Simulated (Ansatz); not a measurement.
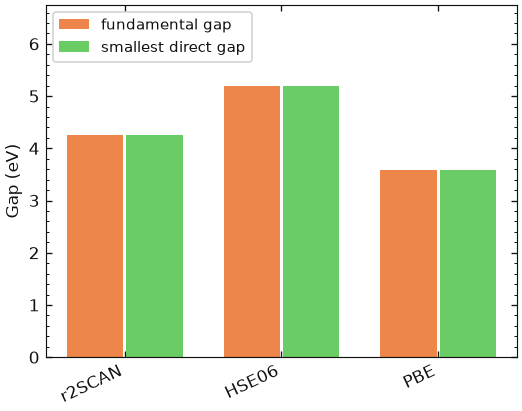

Gaps of MgO, space group P6_3mc, 4 atoms in the cell, wurtzite type, uniaxial (z) strain −2.0%, at several levels of theory on one cell (Ansatz, plane waves and PAW; edges over the mesh and the special points).

How does the gap depend on the level, and does its kind change?

In rising order: PBE 3.59 eV, r2SCAN 4.26 eV and HSE06 5.19 eV. It is direct at every level.
